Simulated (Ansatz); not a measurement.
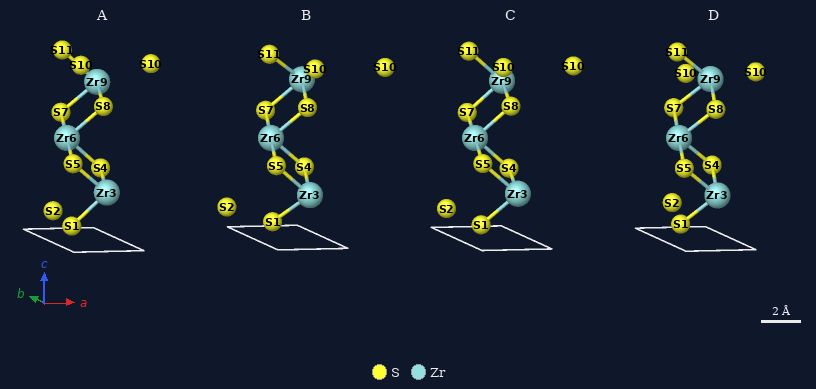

4 geometries from one relaxation of a slab of composition Zr₃S₈ (cut from the P-3m1 phase), in shuffled order. The picture is a ball-and-stick view of the cell of the calculation, outlined in the plane, without the vacuum, seen slightly off an axis.

Case: (1 0 1) slab, atoms relaxed. The slab is the (1 0 1) face of ZrS2.

All numbers below come from DFT PBEsol, scalar-relativistic, plane waves, PAW in Ansatz 0.2.0. Set-up: plane-wave cutoff 420 eV; k-point mesh 8 × 4 × 1; occupations gaussian; smearing width 0.05 eV; no spin polarisation; dipole correction; atoms relaxed in a fixed cell; force threshold 0.02 eV/Å; at most 60 steps.

Order the frames from highest to lowest energy.

D, A, C, B. They are steps 0, 5, 9, 16, at +5.095 eV per cell of the calculation, +2.967 eV per cell of the calculation, +0.828 eV per cell of the calculation relative to the last. The largest moves relative to the layer's centre, 2.11 Å, are those of S2 and S10. S10 goes at 80° to the normal (+c side). By element the largest moves are S 2.11 Å, Zr 0.23 Å. The cell doesn't change. Among the contacts that change: S2–Zr3 4.433 → 2.632 Å, S10–S11 3.582 → 2.077 Å, S2–Zr3 (another image) 2.549 → 2.632 Å, S1–Zr3 2.549 → 2.598 Å. New bonds form: S10–S11 (3.58 → 2.08 Å), S1–S2 (3.58 → 2.08 Å), S2–Zr3 (4.43 → 2.63 Å), Zr9–S10 (4.43 → 2.63 Å). Bond angles that change, for instance: S2–Zr3–S4 180.0° → 127.5°, S2–Zr3–S5 90.7° → 142.6°, S1–Zr3–S2 89.3° → 106.1°. Over 15 accepted moves (16 points after the start) the energy falls by 5.095 eV per cell of the calculation. The largest force component goes from 1 to 0.0068 eV/Å. 1 step only repeated the SCF at the same geometry. Cost: 7.2 min on 1 thread of Intel(R) Xeon(R) Platinum 8559C (Emerald Rapids) (shared host), peak memory 0.89 GiB.
